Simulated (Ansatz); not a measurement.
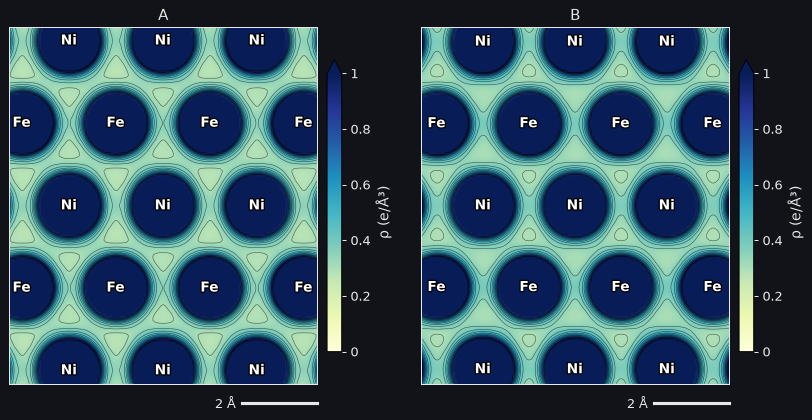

FeNi. The valence electron density of two cells that differ in size and shape, on the (101̄) plane of each (indices in the axes of the calculation cell), at one length scale and on one colour scale; one has 10.6 and the other 11.0 Å³ an atom.

Space group P4/mmm; spin-polarised.

All numbers below come from Kohn-Sham DFT of a periodic cell, PBEsol, Ansatz PAW (Ansatz).

The density is the valence pseudo-density of a PAW calculation; it isn't the true density close to the nuclei.

The larger cell:

```
Ni Fe
1.0
     2.48234    0.00000    0.00000
     0.00000    2.48234    0.00000
     0.00000    0.00000    3.58200
Ni Fe
1 1
Direct
  0.50000 0.50000 0.50000
  0.00000 0.00000 0.00000
```

The smaller cell: a = 2.432 Å, b = 2.432 Å, c = 3.582 Å, α = 90.00°, β = 90.00°, γ = 90.00°.

Which panel shows the smaller cell, and what does the compression change?

Panel B is the smaller cell, by 4 % in volume. From the larger cell to the smaller, Fe–Ni goes from 2.51 to 2.48 Å; Fe–Fe goes from 2.48 to 2.43 Å, and the density at its midpoint from 0.35 to 0.38 e/Å³; Ni–Ni goes from 2.48 to 2.43 Å, and the density at its midpoint from 0.35 to 0.38 e/Å³; the pressure goes from −5 to 3.3 GPa; the largest moment (Fe) goes from 2.6 to 2.5 μB.
